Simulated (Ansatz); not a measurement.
**Two runs on Cr**

System: Cr (R-3m, 1 atom in the cell).
Method of the first run: DFT, r2SCAN, plane waves, PAW, no spin polarisation (Ansatz 0.2.0).

The structure derives from a Materials Project entry. Text and figures count atoms from 1; the logs count them from 0 in places.

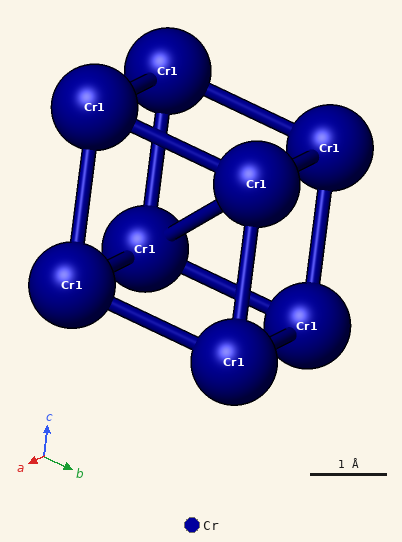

The structure (ball-and-stick view of the reduced cell, seen slightly off an axis; atoms are numbered from 1 in the order of the input). Near neighbours in the crystal (not all of them lie inside the picture): Cr has 8 Cr at 2.38 to 2.55 Å.

Input, the first run:
```yaml
crystal:
  lattice:
    - [3.8492788656, 1.2e-09, 0.0001267915]
    - [-1.9246394317, 3.3335732844, -0.0001267916]
    - [-1.9246112521, 1.1111748245, 0.850373889]
  atoms:
    - { symbol: Cr, position: [0.0, 0.0, 0.0] }
basis:
  ecutwfc: 500
kpoints:
  mp_grid: { grid: [9, 9, 39] }
hamiltonian:
  xc: r2scan
scf:
  occupations: { method: tetrahedron }
output:
  forces: true
  eigenvalues: true
  stress: true
```

Command:
```bash
ansatz run input.yaml --threads 8 --pin off --max-ram 20480MiB --backend cpu --events-out ev --progress --plain --runs-dir out
```

Hardware: 8 threads of Intel Xeon @ 2.70GHz, 189 GiB of memory available, shared host.

Output, shortened to warnings, some set-up lines, iterations and results (the first run):
```
Warning: output.forces, output.stress, relax.cell or npt_langevin: where a Kohn–Sham band that disperses or a degenerate level is filled in part under the method tetrahedron, the forces or the stress that this run publishes need not agree with its energy (scf.occupations.method in the input reference, under Limitations); prefer a smearing scheme for the forces or the stress
Basis set: ecut = 500 eV, 285 PW (Γ), FFT grids on a1+a3, a2−a3, a3, exchange–correlation on 72×72×72 points (64 copies of the dense FFT grid, shifted against one another)
Symmetry: 4 space group operations
k-points: 880 of 3159
Initial density: superposition of atomic densities (neutral atoms: chi_scale 0, normalization atom), corrected by the library's trained network
[...]
SCF iter   1: F=—  HF=-3382.410695 eV  |F-HF|=—  |Δ(HF+E_count)|=         —  Δρ=1.87e-2  dr2=2.75e-2  dr2_τ=1.19e-2  ethr=1.77e-3  ⟨swp⟩=3.6  Hψ=47692  notcnv=0
SCF iter   2: F=—  HF=-3382.408177 eV  |F-HF|=—  |Δ(HF+E_count)|=   2.52e-3  Δρ=1.08e-2  dr2=7.61e-3  dr2_τ=5.68e-4  ethr=1.96e-4  ⟨swp⟩=2.9  Hψ=26135  notcnv=0  defer=13
SCF iter   3: F=—  HF=-3382.405699 eV  |F-HF|=—  |Δ(HF+E_count)|=   2.48e-3  Δρ=2.39e-3  dr2=1.20e-4  dr2_τ=1.36e-4  ethr=5.43e-5  ⟨swp⟩=2.6  Hψ=17818  notcnv=0  defer=13
SCF iter   4: F=—  HF=-3382.405957 eV  |F-HF|=—  |Δ(HF+E_count)|=   2.58e-4  Δρ=1.34e-4  dr2=9.20e-7  dr2_τ=6.04e-7  ethr=8.59e-7  ⟨swp⟩=3.0  Hψ=19321  notcnv=0  defer=13
SCF iter   5: F=—  HF=-3382.405950 eV  |F-HF|=—  |Δ(HF+E_count)|=   6.82e-6  Δρ=4.17e-5  dr2=8.34e-8  dr2_τ=1.30e-8  ethr=7.14e-10  ⟨swp⟩=4.2  Hψ=32436  notcnv=0
SCF iter   6: F=-3382.405950 eV  HF=-3382.405950 eV  |F-HF|=1.46e-9  |Δ(HF+E_count)|=   4.44e-7  Δρ=1.13e-5  dr2=6.76e-9  dr2_τ=4.78e-10  ethr=5.96e-10  ⟨swp⟩=2.0  Hψ=40185  …
SCF 1 converged in 6 iterations: F = -3382.405950 eV  dr2 = 6.76e-9
SCF converged after 6 iterations
Stability not checked: this state was not tested for a lower state beside it, because cold or Methfessel-Paxton smearing, or corrected tetrahedra, fill the levels in a way that the test cannot read (fill_not_monotonic; see scf.lower_state_search)
Free energy (F): -3382.405950 eV
Harris-Foulkes:  -3382.405950 eV  (|F-HF|=1.46e-9)
Internal energy: -3382.405952 eV  (E = F + TS)
E sigma→0 (E₀):  -3382.405950 eV
Entropy (-TS):   0.000001 eV (0.001 meV/atom)
Fermi energy:    20.696309 eV
--- Per-component energies (eV) ---
  E_band       = -144.773544
  E_kinetic    = 345.300974
  E_local      = -1125.250051  (includes V_loc(G=0)·N_el)
  E_nonlocal   = 78.955788
  E_hartree    = 496.247524
  E_xc         = -138.689841
  E_vxc        = -201.843425  (∫ρ·V_xc dr)
  E_paw        = -1202.462791  (= ΣΔE_a)
  E_vpaw       = -247.159239  (= ΣTr[D̂ρ^β])
  E_aug_tail   = 0.000203  (compensation charges beyond the density's cutoff)
  E_vtau       = 12.723891  (kinetic-family band-sum trace: ∫τ·v_τ [+ j·A + Jᵃ·Aᵃ] dr)
  E_ewald      = -1836.235431
  E_core_change = -0.272327  (= ΣΔE_core)
  E_smearing   = 0.000001  (= −TS)
  E_closure    = 0.000000  (closes the sum)
  Σ components = -3382.405950   (vs F -3382.405950, Δ=0.00e0)
--- Forces (eV/Å), atoms counted from 1 ---
  atom   1  Cr    -0.00000000     0.00000000     0.00000000
  max |Σ_I F_I| component: 4.93e-32 eV/Å
--- Stress (GPa, compression-positive) ---
       18.041616       0.004064       0.002253
        0.004064      18.046309      -0.001301
        0.002255      -0.001302       0.525862
  P = ⅓ Tr σ = 12.2046 GPa (122.046 kbar)
```

For the second run the input was changed thus:
```diff
-  occupations: { method: tetrahedron }
+  occupations: { method: gaussian, width: 0.1 }
+  write_density: true
+  write_potential: true
+  elf: true
+  volumetric_format: npy
```

Predict how the results change.

The total energy of the second run is 0.8 meV per atom lower, which comes with the changed settings and measures no stability. The pressure goes from 12.20 to 11.83 GPa. The number of SCF iterations is the same. On the same kind of shared host the second run took about 1.7 times as long.

Output, shortened to warnings, some set-up lines, iterations and results (the second run):
```
Basis set: ecut = 500 eV, 285 PW (Γ), exchange–correlation on 120×120×72 points (64 copies of the dense FFT grid, shifted against one another)
Symmetry: 4 space group operations
k-points: 880 of 3159
Initial density: superposition of atomic densities (neutral atoms: chi_scale 0, normalization atom), corrected by the library's trained network
[...]
SCF iter   1: F=—  HF=-3382.412712 eV  |F-HF|=—  |Δ(HF+E_count)|=         —  Δρ=1.76e-2  dr2=2.40e-2  dr2_τ=1.17e-2  ethr=1.77e-3  ⟨swp⟩=4.2  Hψ=47339  notcnv=0
SCF iter   2: F=—  HF=-3382.409649 eV  |F-HF|=—  |Δ(HF+E_count)|=   3.06e-3  Δρ=1.03e-2  dr2=7.05e-3  dr2_τ=5.31e-4  ethr=1.71e-4  ⟨swp⟩=2.9  Hψ=26160  notcnv=0  defer=42
SCF iter   3: F=—  HF=-3382.407794 eV  |F-HF|=—  |Δ(HF+E_count)|=   1.86e-3  Δρ=2.27e-3  dr2=1.07e-4  dr2_τ=1.34e-4  ethr=5.04e-5  ⟨swp⟩=2.6  Hψ=17711  notcnv=0  defer=42
SCF iter   4: F=—  HF=-3382.408051 eV  |F-HF|=—  |Δ(HF+E_count)|=   2.57e-4  Δρ=1.74e-4  dr2=1.60e-6  dr2_τ=6.54e-7  ethr=7.67e-7  ⟨swp⟩=3.0  Hψ=15839  notcnv=0  defer=42
SCF iter   5: F=—  HF=-3382.408048 eV  |F-HF|=—  |Δ(HF+E_count)|=   3.24e-6  Δρ=4.18e-5  dr2=8.07e-8  dr2_τ=1.22e-8  ethr=1.14e-8  ⟨swp⟩=2.9  Hψ=15745  notcnv=0  defer=42
SCF iter   6: F=-3382.408048 eV  HF=-3382.408048 eV  |F-HF|=1.31e-9  |Δ(HF+E_count)|=   2.10e-8  Δρ=1.03e-5  dr2=5.70e-9  dr2_τ=4.15e-10  ethr=5.76e-10  ⟨swp⟩=5.0  Hψ=48426  …
SCF 1 converged in 6 iterations: F = -3382.408048 eV  dr2 = 5.70e-9
SCF converged after 6 iterations
Free energy (F): -3382.408048 eV
Harris-Foulkes:  -3382.408048 eV  (|F-HF|=1.31e-9)
Internal energy: -3382.405399 eV  (E = F + TS)
E sigma→0 (E₀):  -3382.406723 eV
Entropy (-TS):   -0.002649 eV (-2.649 meV/atom)
Fermi energy:    20.695766 eV
--- Per-component energies (eV) ---
  E_band       = -144.621598
  E_kinetic    = 345.369323
  E_local      = -1125.534539  (includes V_loc(G=0)·N_el)
  E_nonlocal   = 79.024350
  E_hartree    = 496.456852
  E_xc         = -138.680911
  E_vxc        = -201.837424  (∫ρ·V_xc dr)
  E_paw        = -1202.532919  (= ΣΔE_a)
  E_vpaw       = -247.287802  (= ΣTr[D̂ρ^β])
  E_aug_tail   = 0.000203  (compensation charges beyond the density's cutoff)
  E_vtau       = 12.727595  (kinetic-family band-sum trace: ∫τ·v_τ [+ j·A + Jᵃ·Aᵃ] dr)
  E_ewald      = -1836.235431
  E_core_change = -0.272327  (= ΣΔE_core)
  E_smearing   = -0.002649  (= −TS)
  E_closure    = 0.000000  (closes the sum)
  Σ components = -3382.408048   (vs F -3382.408048, Δ=0.00e0)
--- Forces (eV/Å), atoms counted from 1 ---
  atom   1  Cr     0.00000000     0.00000000     0.00000000
  max |Σ_I F_I| component: 6.16e-33 eV/Å
--- Stress (GPa, compression-positive) ---
       17.810299      -0.114720      -0.002272
       -0.114720      17.677831       0.001312
       -0.002256       0.001302       0.016046
  P = ⅓ Tr σ = 11.8347 GPa (118.347 kbar)
```

The two runs side by side:

| quantity | the first run | the second run |
| --- | --- | --- |
| outcome | converged | converged |
| free energy per atom (eV) | −3382.4060 | −3382.4080 |
| energy per atom, smearing taken to zero (eV) | −3382.4060 | −3382.4067 |
| gap on the mesh (eV) | 0.00 | 0.00 |
| pressure (GPa) | 12.20 | 11.83 |
| largest force (eV/Å) | 0.000 | 0.000 |
| SCF iterations | 6 | 6 |
| irreducible k-points | 880 | 880 |
| plane waves at Γ | 285 | 285 |
| wall time (shared host) | 3.4 s | 5.6 s |

For both runs: The run has no spin polarisation, so a magnetic state may lie lower. For the first run: Warnings: forces and stress from tetrahedron occupations may miss the slope of the energy.
